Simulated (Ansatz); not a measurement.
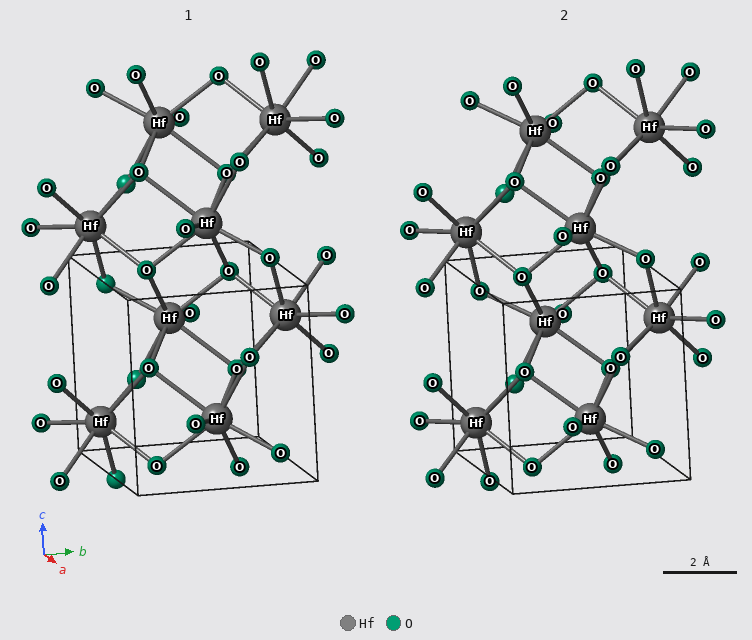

Two geometries of solid HfO2 (set up in P2_1/c): one is the relaxed structure, the other was perturbed away from it. A ball-and-stick model of the cell of the calculation, repeated 1 × 1 × 2 with one cell outlined, seen slightly off an axis.

Computed with DFT r2SCAN, scalar-relativistic, plane waves, PAW in Ansatz 0.2.0. Settings: plane-wave cutoff 500 eV; k-point mesh 6 × 6 × 6; occupations gaussian; smearing width 0.02 eV; no spin polarisation.

Which one is perturbed?

Answer. Structure 1 is the perturbed one. The volume is changed by +6.0 %. The cell's shape and the atoms are relaxed at that volume. The energy rises by 25.1 meV per atom. The pressure goes from 0.0 to −11.0 GPa. The drawn cell changes as follows: a 5.114 → 5.225 Å (+2.2 %), b 5.182 → 5.244 Å (+1.2 %), c 5.295 → 5.435 Å (+2.6 %), β 99.5° → 99.9°; the volume changes by +6.0 %. The largest moves relative to the cell, 0.11 Å, are those of O atoms. Largest moves by element: O 0.11 Å, Hf 0.02 Å. Some distances before and after: Hf–O 2.243 → 2.306 to 2.354 Å, Hf–O 2.047 → 2.060 to 2.095 Å, Hf–O 2.139 → 2.156 to 2.169 Å, Hf–O 2.163 → 2.158 Å. The space group stays P2_1/c (No. 14).
